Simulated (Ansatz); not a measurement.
# Single-point calculation of SrTiO₃

SrTiO₃ (I4/mcm, 10 atoms in the cell), computed with DFT PBEsol, scalar-relativistic, plane waves, PAW, spin-polarised (Ansatz 0.2.0).

The structure derives from an entry of the Crystallography Open Database. Figures and captions count atoms from 1; the log counts them from 0 in places.

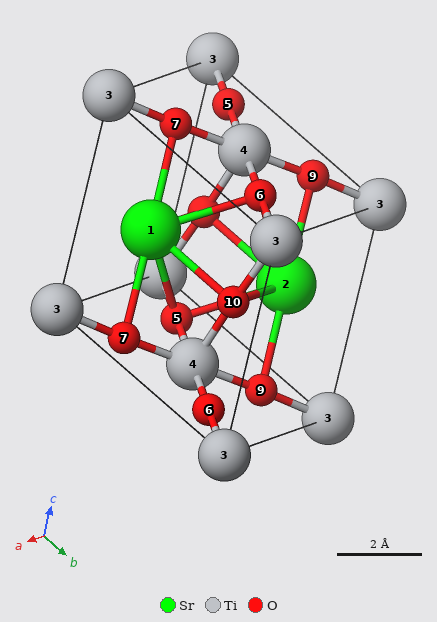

Figure 1. The structure (ball-and-stick view of the cell of the calculation, seen slightly off an axis; atoms are numbered from 1 in the order of the input). An atom can appear more than once, as a periodic image.

**Summary**

```csv
quantity,value
outcome,converged
space group (tolerance 0.01 Å),I4/mcm (140)
electrons treated,80
free energy,−15314.4856 eV
Fermi energy,10.856 eV
gap on the k-point mesh,1.85 eV
net moment of the cell,0.00 μB
integrated absolute moment,0.00 μB
pressure,−0.89 GPa
largest force (length of the vector),0.014 eV/Å
hardware,"4 threads of Intel Xeon (Granite Rapids), 32 GiB of memory available, shared host"
wall time,5.3 s (CPU time 20 s)
peak memory,0.69 GiB
```

**Remarks**

Warnings of the run: some starting moments were not kept.

**Input file**
```yaml
crystal:
  lattice:
    - [-2.7555, 2.7555, 3.898]
    - [2.7555, -2.7555, 3.898]
    - [2.7555, 2.7555, -3.898]
  atoms:
    - { symbol: Sr, position: [0.75, 0.25, 0.5] }
    - { symbol: Sr, position: [0.25, 0.75, 0.5] }
    - { symbol: Ti, position: [0.0, 0.0, 0.0], spin: 1.0 }
    - { symbol: Ti, position: [0.5, 0.5, 0.0], spin: 1.0 }
    - { symbol: O, position: [0.25, 0.25, 0.0] }
    - { symbol: O, position: [0.75, 0.75, 0.0] }
    - { symbol: O, position: [0.7451, 0.2451, 0.9902] }
    - { symbol: O, position: [0.2451, 0.2549, 0.5] }
    - { symbol: O, position: [0.2549, 0.7549, 0.0098] }
    - { symbol: O, position: [0.7549, 0.7451, 0.5] }
basis:
  ecutwfc: 420
kpoints:
  mp_grid: { grid: [6, 6, 6] }
hamiltonian:
  xc: pbesol
scf:
  occupations: { method: gaussian, width: 0.1 }
  lower_state_search: "off"
output:
  forces: true
  stress: true
  eigenvalues: true
  populations: true
magnetization:
  spin_polarized: true
```

Launched with:
```bash
ansatz run input.yaml --threads 4 --pin off --max-ram 10240MiB --backend cpu --events-out ev --progress --plain --runs-dir out
```

**The program's output**
```
Engine: ansatz 0.2.0, x86_64-unknown-linux-gnu
Pseudopotentials: kind: paw
Pseudopotential: Sr, paw, valence charge 10, recommended cutoff 420 eV (normal), Sr.paw.azcp
Pseudopotential: Ti, paw, valence charge 12, recommended cutoff 420 eV (normal), Ti.paw.azcp
Pseudopotential: O, paw, valence charge 6, recommended cutoff 420 eV (normal), O.paw.azcp
Functional definition: PBEsol
  exchange = pbesol_x
  correlation = pbesol_c
Crystal: 10 atoms, lattice volume = 118.387 Å³
Basis set: ecut = 420 eV, 2277 PW (Γ), exchange–correlation on 80×80×80 points (8 copies of the dense FFT grid, shifted against one another)
Bands: 51, of which v1, the nominal top of the filled ones, is band 40 counted from 1 (39 counted from 0)
Symmetry: 16 space group operations
Space group: I4/mcm (ITA 140), of the structure as read, at distance tolerance 4.9e-5 Å
Magnetic group: BNS 140.541 (UNI 1201), of the structure as read, at distance tolerance 4.9e-5 Å
k-points: 30 of 216
Non-local potential: Sr, projectors of the file, l = 0: 3, l = 1: 2, l = 2: 2
Non-local potential: Ti, projectors of the file, l = 0: 3, l = 1: 2, l = 2: 3, l = 3: 1
Non-local potential: O, projectors of the file, l = 0: 2, l = 1: 2, l = 2: 1
PAW form: soft (Blöchl's): semilocal exchange-correlation on the pseudo side does not see the compensation charge
PAW frozen core: Sr, regenerated for the run's functional, and the local potential with it (the file was generated under x = pbe(κ = 0.804, μ = 0.2195149727645171), c = pbe(β = 0.06672455060314922))
PAW frozen core: Ti, regenerated for the run's functional, and the local potential with it (the file was generated under x = pbe(κ = 0.804, μ = 0.2195149727645171), c = pbe(β = 0.06672455060314922))
PAW frozen core: O, regenerated for the run's functional, and the local potential with it (the file was generated under x = pbe(κ = 0.804, μ = 0.2195149727645171), c = pbe(β = 0.06672455060314922))
PAW one-centre angular grid: Sr, 110 points (default); XC on 64 Gauss nodes
PAW one-centre angular grid: Ti, 590 points (default); XC on 64 Gauss nodes
PAW one-centre angular grid: O, 110 points (default); XC on 64 Gauss nodes
Initial density: superposition of atomic densities (chi_scale 0.1, normalization cell, long waves kept (reshape's long-wave potential 0.00 eV rms))
Starting moments: Σ|m| = 2 μB on 2 of 10 sites
Initial wavefunctions: pseudopotential atomic-orbital guess
Functional: x = pbesol(κ = 0.804, μ = 0.12345679012345678), c = pbesol(β = 0.046)
SCF iter   1: F=—  HF=-15314.666204 eV  |F-HF|=—  |Δ(HF+E_count)|=         —  Δρ=4.78e-2 (↑4.78e-2 ↓3.58e-2)  dr2=2.76e0  dr2_m=1.17e0  M=0.000 μB ∫|m|=0.438 μB  β_m=0.30  ethr=3.10e-3  ⟨swp⟩=10.4  Hψ=15310  notcnv=0
preconditioner: auto → Resta (q_TF=auto, 2.556 Å⁻¹)  ε∞=5.2  [insulator: Δε(μ)=1.709 eV  Ē_g=12.928 eV  σ=0.100 eV  W_gap=1.00  n_scr=26 (ndim 8)  ℏωp=26.4 eV  f_vac=0.000  D(μ)=0.00/eV (n_scr^D=0)  ε∞_Penn≈5.2]
spin=Collinear: Resta preconditioning applied to the charge; magnetization (m = ρ↑ − ρ↓) channel mixes plain (no charge-response kernel on spin).
SCF iter   2: F=—  HF=-15314.523981 eV  |F-HF|=—  |Δ(HF+E_count)|=   1.42e-1  Δρ=3.28e-2 (↑3.28e-2 ↓2.69e-2)  dr2=1.36e0  dr2_m=6.13e-1  M=0.000 μB ∫|m|=0.358 μB  β_m=0.30  ethr=3.10e-3  ⟨swp⟩=2.2  Hψ=3982  notcnv=0  defer=234
SCF iter   3: F=—  HF=-15314.378199 eV  |F-HF|=—  |Δ(HF+E_count)|=   1.46e-1  Δρ=2.03e-2 (↑1.52e-2 ↓2.03e-2)  dr2=1.06e-1  dr2_m=3.16e-1  M=0.000 μB ∫|m|=0.307 μB  β_m=0.30  ethr=1.70e-3  ⟨swp⟩=3.0  Hψ=5857  notcnv=0  defer=238
SCF iter   4: F=—  HF=-15314.427735 eV  |F-HF|=—  |Δ(HF+E_count)|=   4.95e-2  Δρ=1.37e-2 (↑1.37e-2 ↓1.19e-2)  dr2=1.73e-2  dr2_m=1.73e-1  M=0.000 μB ∫|m|=0.233 μB  β_m=0.30  ethr=1.33e-4  ⟨swp⟩=2.0  Hψ=5584  notcnv=0  defer=238
SCF iter   5: F=—  HF=-15314.452359 eV  |F-HF|=—  |Δ(HF+E_count)|=   2.46e-2  Δρ=9.56e-3 (↑9.56e-3 ↓9.22e-3)  dr2=5.01e-3  dr2_m=9.33e-2  M=0.000 μB ∫|m|=0.187 μB  β_m=0.30  ethr=2.16e-5  ⟨swp⟩=1.5  Hψ=3522  notcnv=0  defer=238
SCF iter   6: F=—  HF=-15314.467794 eV  |F-HF|=—  |Δ(HF+E_count)|=   1.54e-2  Δρ=7.05e-3 (↑7.05e-3 ↓6.75e-3)  dr2=1.25e-3  dr2_m=5.11e-2  M=0.000 μB ∫|m|=0.149 μB  β_m=0.30  ethr=6.26e-6  ⟨swp⟩=2.5  Hψ=4448  notcnv=0  defer=238
SCF iter   7: F=—  HF=-15314.475765 eV  |F-HF|=—  |Δ(HF+E_count)|=   7.97e-3  Δρ=5.10e-3 (↑5.10e-3 ↓5.09e-3)  dr2=5.16e-5  dr2_m=2.82e-2  M=0.000 μB ∫|m|=0.119 μB  β_m=0.30  ethr=1.56e-6  ⟨swp⟩=2.0  Hψ=4875  notcnv=0  defer=238
Mixer restart at iter 7: flushing history
spin-set hold released at iteration 7 (site moments contracting): the magnetisation degrees of freedom join the quasi-Newton model from the next iteration; the mixer history was flushed
SCF iter   8: F=—  HF=-15314.479983 eV  |F-HF|=—  |Δ(HF+E_count)|=   4.22e-3  Δρ=3.81e-3 (↑3.81e-3 ↓3.79e-3)  dr2=3.19e-5  dr2_m=1.57e-2  M=0.000 μB ∫|m|=0.095 μB  β_m=0.65  ethr=6.45e-8  ⟨swp⟩=2.7  Hψ=5493  notcnv=0  defer=238
SCF iter   9: F=—  HF=-15314.485484 eV  |F-HF|=—  |Δ(HF+E_count)|=   5.50e-3  Δρ=3.49e-4 (↑3.09e-4 ↓3.49e-4)  dr2=3.92e-6  dr2_m=1.17e-4  M=0.000 μB ∫|m|=0.016 μB  β_m=0.82  ethr=3.98e-8  ⟨swp⟩=3.0  Hψ=6888  notcnv=0  defer=238
SCF iter  10: F=—  HF=-15314.485547 eV  |F-HF|=—  |Δ(HF+E_count)|=   6.27e-5  Δρ=1.53e-4 (↑1.53e-4 ↓6.83e-5)  dr2=1.28e-5  dr2_m=1.23e-5  M=0.000 μB ∫|m|=0.005 μB  β_m=0.91  ethr=4.90e-9  ⟨swp⟩=2.5  Hψ=5740  notcnv=0  defer=238
SCF iter  11: F=—  HF=-15314.485626 eV  |F-HF|=—  |Δ(HF+E_count)|=   7.96e-5  Δρ=1.39e-4 (↑1.04e-4 ↓1.39e-4)  dr2=6.78e-5  dr2_m=4.55e-7  M=0.000 μB ∫|m|=0.001 μB  β_m=0.91  ethr=4.90e-9  ⟨swp⟩=2.7  Hψ=5744  notcnv=0  defer=238
SCF iter  12: F=—  HF=-15314.485613 eV  |F-HF|=—  |Δ(HF+E_count)|=   1.29e-5  Δρ=5.24e-6 (↑5.24e-6 ↓2.86e-6)  dr2=1.04e-8  dr2_m=1.62e-8  M=0.000 μB ∫|m|=0.000 μB  β_m=0.96  ethr=4.90e-9  ⟨swp⟩=2.5  Hψ=5420  notcnv=0  defer=238
iter 13 did not close the SCF: its close was put off for a magnetic moment that had not settled (scf_convergence_deferred on its scf_iter line)
SCF iter  13: F=-15314.485613 eV  HF=-15314.485613 eV  |F-HF|=1.21e-9  |Δ(HF+E_count)|=   2.04e-8  Δρ=9.64e-7 (↑6.88e-7 ↓9.64e-7)  dr2=1.56e-9  dr2_m=1.25e-10  M=0.000 μB ∫|m|=0.000 μB  β_m=0.87  ethr=1.30e-11  ⟨swp⟩=11.5  Hψ=14083  notcnv=0
SCF iter  14: F=-15314.485613 eV  HF=-15314.485613 eV  |F-HF|=2.76e-10  |Δ(HF+E_count)|=  3.26e-10  Δρ=3.20e-7 (↑3.20e-7 ↓3.03e-7)  dr2=3.68e-10  dr2_m=1.71e-11  M=0.000 μB ∫|m|=0.000 μB  ethr=1.95e-12  ⟨swp⟩=1.0  Hψ=8505  notcnv=0
WARN: the starting moments were not kept: the SCF closed with an absolute magnetisation of 5.5e-6 μB, where they sum to 2 μB in size (2 sites). That is at most 0.1 of that sum. Measured as dr2_m measures the in/out step, that magnetisation stands 2.8e-12 eV from none, at or under the dr2_threshold of 1.0e-7 eV: it is no larger than a step whose dr2_m would equal this threshold. The system may hold no moment; this SCF shows only that its start led to no more than that. To try another start: raise the starting moments (crystal.atoms[].spin, magnetization.per_species, magnetization.initial_magnetization, or on a non-collinear deck that types none of these the spinor_matrix: blocks that start its atoms; where the total moment is fixed, keep their sum and leave initial_magnetization as it is; typed ones take the place of any that the run laid by itself, positive ones on a crystal's lanthanoids without a Hubbard term where scf.initial_density.shell_occupations: [] is typed) or, if the notice of its spin-set hold's release reads "site moments contracting" or "site moments show no strong build", lengthen the hold (scf.mixing.spin_hold: { on: { confirm: 4 } }; for m-r²SCAN on two components see the key's manual first). Each may lead to a state that holds a moment. A second SCF, from the converged charge density, with the starting moments and any scf.initial_density.shell_occupations laid on it anew, would have followed, and was not run: the deck does not ask for one (magnetization.retry_lost_moments is false, the default). To let it run, set magnetization.retry_lost_moments: true and run the deck again, where that key's refused combinations let it; where memory then withholds it, that run's warning says so.
SCF 1 converged in 14 iterations: F = -15314.485613 eV  dr2 = 3.68e-10
  greatest PAW one-centre occupation: 0.999 electrons in one spin orbital (limit 2), on the Ti atom at site 3 (counted from 0), in its partial waves of l = 0
```

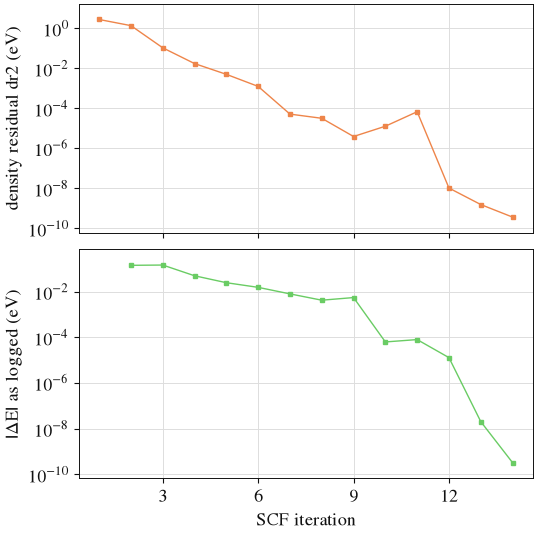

Figure 2. Convergence of the self-consistent field: density residual dr2 and size of the energy change against the SCF iteration. The residual falls unevenly and jumps up by a factor of two or more 2 times on the way down.

```
SCF converged after 14 iterations
Magnetization: 0.0000 μB (40.0000 up, 40.0000 down)
Absolute magnetization: 0.0000 μB (∫|ρ↑−ρ↓|, with the PAW one-centre terms)
Spin contamination: 0.0000 ħ² per cell (⟨S²⟩ above its minimum at these occupations)
Per-site moments (μB) at R_I (Å): [(3.051904274555402e-9, 1.1257268635944753), (3.051904292304019e-9, 1.125726863594475), (-5.945508167410823e-7, 0.803882868765419), (-5.94550816776155e-7, 0.8038828687654189), (3.3204492978142933e-7, 0.8039625), (3.3204492971259065e-7, 0.8039624999999999), (3.524846698701264e-7, 0.8038828687654189), (3.5248466990481736e-7, 0.803882868765419), (3.524846698087566e-7, 0.8038828687654189), (3.52484669827382e-7, 0.803882868765419)]
Free energy (F): -15314.485613 eV
Harris-Foulkes:  -15314.485613 eV  (|F-HF|=2.76e-10)
Internal energy: -15314.485613 eV  (E = F + TS)
E sigma→0 (E₀):  -15314.485613 eV
Fermi energy:    10.855687 eV
--- Per-component energies (eV) ---
  E_band       = -409.589349
  E_kinetic    = 2091.274113
  E_local      = -4745.273160  (includes V_loc(G=0)·N_el)
  E_nonlocal   = 702.913776
  E_hartree    = 1654.307221
  E_xc         = -981.764398
  E_vxc        = -1137.662383  (∫ρ·V_xc dr)
  E_paw        = -8242.253888  (= ΣΔE_a)
  E_vpaw       = -629.470847  (= ΣTr[D̂ρ^β])
  E_aug_tail   = 0.015171  (compensation charges beyond the density's cutoff)
  E_ewald      = -5794.463639
  E_core_change = 0.759191  (= ΣΔE_core)
  E_smearing   = -0.000000  (= −TS)
  E_closure    = -0.000000  (closes the sum)
  Σ components = -15314.485613   (vs F -15314.485613, Δ=0.00e0)
--- Forces (eV/Å), atoms counted from 1 ---
  atom   1  Sr     0.00000000     0.00000000     0.00000000
  atom   2  Sr     0.00000000     0.00000000     0.00000000
  atom   3  Ti    -0.00000000     0.00000000     0.00000000
  atom   4  Ti    -0.00000000    -0.00000000     0.00000000
  atom   5  O     -0.00000000     0.00000000     0.00000000
  atom   6  O     -0.00000000     0.00000000     0.00000000
  atom   7  O     -0.00991067    -0.00991067     0.00000000
  atom   8  O      0.00991067    -0.00991067     0.00000000
  atom   9  O      0.00991067     0.00991067     0.00000000
  atom  10  O     -0.00991067     0.00991067    -0.00000000
  max |Σ_I F_I| component: 6.94e-18 eV/Å
--- Stress (GPa, compression-positive) ---
       -0.883065       0.000000       0.000000
        0.000000      -0.883065      -0.000000
        0.000000       0.000000      -0.896260
  P = ⅓ Tr σ = -0.8875 GPa (-8.875 kbar)
--- Band table (eV; the first three rows and the last of 60) ---
  k-point 0 ↑: bands = ["-46.1703", "-46.1661", "-22.6215", "-22.6211", "-22.6211", "-22.6210", "-22.5560", "-22.5535", "-22.5534", "-22.5534", "-7.4358", "-6.4328", "-6.4264", "-6.0455", "-6.0455", "-6.0440", "-4.9340", "-4.9340", "-4.9252", "-4.6479", "-4.6458", "-4.6458", "5.2441", "5.7305", "5.7319", "6.1532", "6.1547", "6.1547", "7.0874", "7.0885", "7.0885", "8.7341", "8.7364", "8.7364", "9.5905", "9.5906", "9.5906", "9.9258", "9.9320", "9.9320", "11.7804", "11.7804", "11.7812", "14.3247", "14.3562", "14.4672", "14.4672", "14.4988", "15.2541", "15.2712", "16.0215"]
  k-point 1 ↑: bands = ["-46.1699", "-46.1665", "-22.6579", "-22.6221", "-22.6221", "-22.6027", "-22.5609", "-22.5527", "-22.5526", "-22.5291", "-7.4532", "-6.4241", "-6.4163", "-6.2410", "-6.2139", "-6.2119", "-4.8390", "-4.7144", "-4.7075", "-4.6353", "-4.6335", "-4.4684", "5.3592", "5.7264", "5.9139", "6.1727", "6.2944", "6.2956", "6.7322", "7.0668", "7.0682", "8.3869", "8.3896", "8.4968", "8.8180", "9.4375", "9.4376", "9.6005", "9.6017", "9.9100", "11.8221", "12.3730", "12.3743", "14.2312", "14.2434", "14.3743", "14.4080", "15.0973", "15.7095", "15.7501", "16.6819"]
  k-point 2 ↑: bands = ["-46.1692", "-46.1672", "-22.7103", "-22.6242", "-22.6241", "-22.5707", "-22.5657", "-22.5510", "-22.5509", "-22.5008", "-7.5778", "-6.6045", "-6.4602", "-6.4535", "-6.3929", "-6.2259", "-4.6400", "-4.6099", "-4.6085", "-4.3736", "-4.3684", "-4.1743", "5.3710", "5.4352", "5.7171", "5.9726", "6.6860", "6.6875", "7.0415", "7.0418", "7.4261", "7.7823", "7.8051", "7.8076", "8.0796", "8.8525", "8.8559", "9.2693", "9.2693", "9.8666", "11.9092", "13.3332", "13.3340", "13.9088", "13.9128", "14.2921", "14.3750", "16.1373", "16.1627", "16.7186", "16.7460"]
  k-point 29 ↓: bands = ["-46.1689", "-46.1675", "-22.7331", "-22.6252", "-22.6252", "-22.5756", "-22.5501", "-22.5501", "-22.5471", "-22.4898", "-7.6623", "-6.7733", "-6.5479", "-6.5479", "-6.3847", "-6.0795", "-4.5975", "-4.5975", "-4.5349", "-4.2272", "-4.2272", "-4.0461", "5.1953", "5.3617", "5.5723", "5.7120", "7.0177", "7.0177", "7.0519", "7.0519", "7.4037", "7.5376", "7.5376", "7.9020", "8.2068", "8.3486", "8.3486", "9.2087", "9.2087", "9.8439", "11.9562", "13.7514", "13.7514", "13.7980", "13.7980", "14.2085", "14.4000", "15.3387", "16.5767", "17.2097", "17.3199"]
--- Löwdin populations: 10 sites ---
  site symbol       q [e]    m [muB]
     0     Sr      8.2752     0.0000
     1     Sr      8.2752     0.0000
     2     Ti     10.8342    -0.0000
     3     Ti     10.8342    -0.0000
     4      O      6.8540     0.0000
     5      O      6.8540     0.0000
     6      O      6.8539     0.0000
     7      O      6.8539     0.0000
     8      O      6.8539     0.0000
     9      O      6.8539     0.0000
  spilling = 0.008222 (of n_electrons = 80.000000)
```

**File populations.tsv**
```
# site	symbol	l	j	q_up	q_dn
# orbitals = lowdin
# n_electrons = 80.000000
# spilling = 0.008222
0	Sr	0_4S	-	0.977635	0.977635
0	Sr	0_5S	-	0.172969	0.172969
0	Sr	1_4P	-	2.986975	2.986975
1	Sr	0_4S	-	0.977635	0.977635
1	Sr	0_5S	-	0.172969	0.172969
1	Sr	1_4P	-	2.986975	2.986975
2	Ti	0_3S	-	0.954568	0.954568
2	Ti	0_4S	-	0.250799	0.250799
2	Ti	1_3P	-	2.993639	2.993639
2	Ti	2_3D	-	1.218075	1.218076
3	Ti	0_3S	-	0.954568	0.954568
3	Ti	0_4S	-	0.250799	0.250799
3	Ti	1_3P	-	2.993639	2.993639
3	Ti	2_3D	-	1.218075	1.218076
4	O	0_2S	-	0.890971	0.890971
4	O	1_2P	-	2.536042	2.536042
5	O	0_2S	-	0.890971	0.890971
5	O	1_2P	-	2.536042	2.536042
6	O	0_2S	-	0.890962	0.890962
6	O	1_2P	-	2.535982	2.535982
7	O	0_2S	-	0.890962	0.890962
7	O	1_2P	-	2.535982	2.535982
8	O	0_2S	-	0.890962	0.890962
8	O	1_2P	-	2.535982	2.535982
9	O	0_2S	-	0.890962	0.890962
9	O	1_2P	-	2.535982	2.535982
```

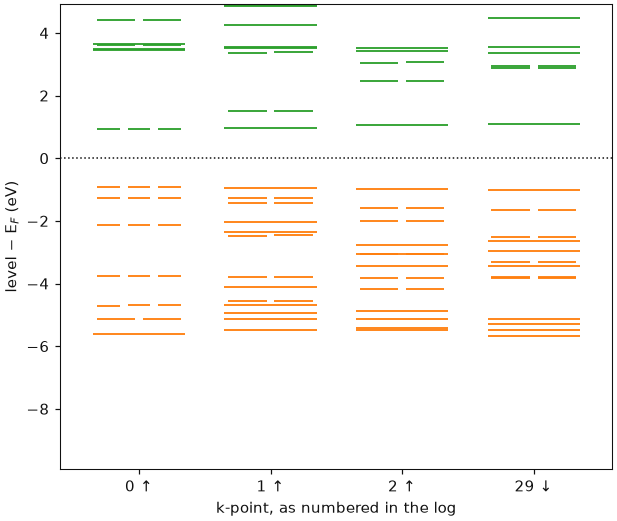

Figure 3. Kohn–Sham levels near the Fermi level (dotted) at the few k-points that the log prints; levels within 0.02 eV of each other stand side by side. Among these points the highest filled and lowest empty levels are 1.85 eV apart, which is the gap on the mesh.
